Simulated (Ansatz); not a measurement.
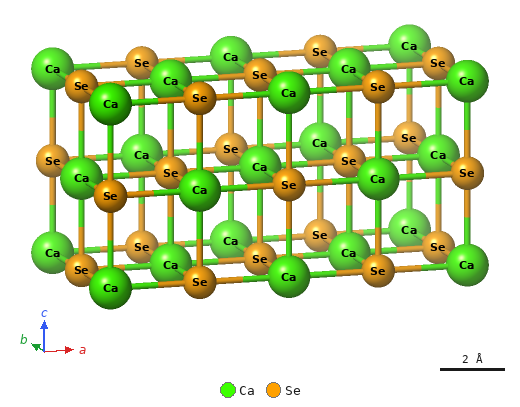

Reference structure: solid CaSe (built on the rocksalt type) at its r2SCAN-relaxed geometry. A ball-and-stick model of the conventional cell (4 times the calculation's cell), repeated 2 × 1 × 1 with one cell outlined, seen slightly off an axis. Lengths and directions refer to the drawn axes.

All numbers below come from DFT, PBE, plane waves, PAW (Ansatz 0.2.0). Set-up: plane-wave cutoff 420 eV; k-point mesh 8 × 8 × 8; occupations fermi dirac; smearing width 0.02 eV; no spin polarisation.

Change: The cell is strained by +1.5 % along c and none across it (volume +1.5 %). The atoms were relaxed with r2SCAN under that strain, and this is a single point on that geometry.

**What is the effect?**

The energy changes by less than 1 meV per atom. The pressure goes from 0.6 to −0.1 GPa. The principal stresses (compression positive) are −0.9 GPa along c and 0.3 GPa across it. All forces vanish by symmetry. Near-neighbour distances before and after: Ca–Se 2.968 → 2.968 to 3.012 Å. The space group (tolerance 0.01 Å) goes from Fm-3m (No. 225) to I4/mmm (No. 139).

Drawn alike, the variant:

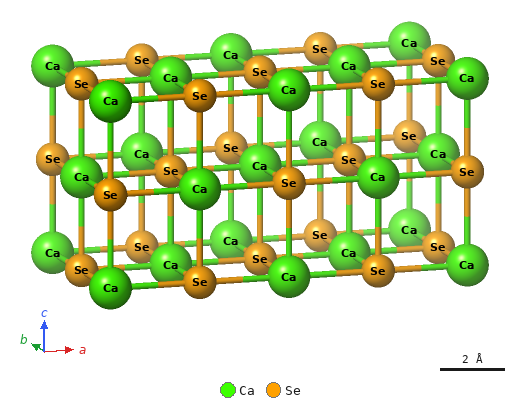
